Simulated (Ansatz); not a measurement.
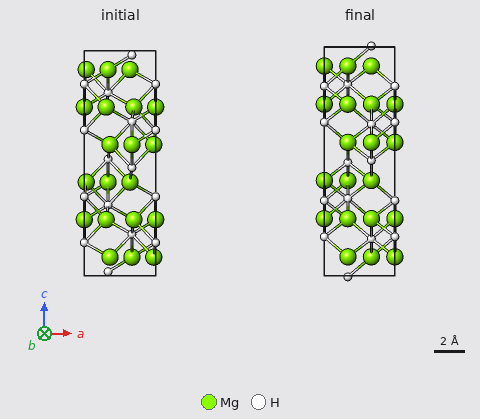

The structure of crystalline Mg3H2 (built on the corundum_167 type) (coarse preliminary run) before (left) and after (right) a relaxation, at one scale.

A ball-and-stick model of the conventional cell (3 times the calculation's cell), seen along the b axis. Lengths and directions refer to the drawn axes.

Case: corundum type (R-3c, No. 167).

All numbers below come from DFT PBE, scalar-relativistic, plane waves, PAW (Ansatz). Set-up: plane-wave cutoff 420 eV; k-point mesh 6 × 6 × 6; occupations gaussian; smearing width 0.1 eV; no spin polarisation; cell and atoms relaxed; force threshold 0.04 eV/Å; at most 70 steps.

### Summarise the run.

The largest moves relative to the cell, 0.36 Å, are those of H atoms. Largest moves by element: H 0.36 Å, Mg 0.15 Å. Cell: a = b 5.603 → 5.542 Å (−1.1 %), c 15.298 → 15.561 Å (+1.7 %). Volume −0.5 %. Some distances before and after: H–Mg 2.184 → 2.299 Å, H–Mg 2.321 → 2.214 Å. The space group stays R-3c (No. 167). The energy falls by 67.1 meV per atom in 7 accepted moves (9 points after the start). The largest force component goes from 0.73 to 0.021 eV/Å. The pressure goes from 0.97 to 0.01 GPa. The line search rejected the trial step at point 6 of the run. At 1 point the geometry stayed and the basis and grid were re-selected for the new cell (energy shift of less than 0.05 meV per atom at most each time).
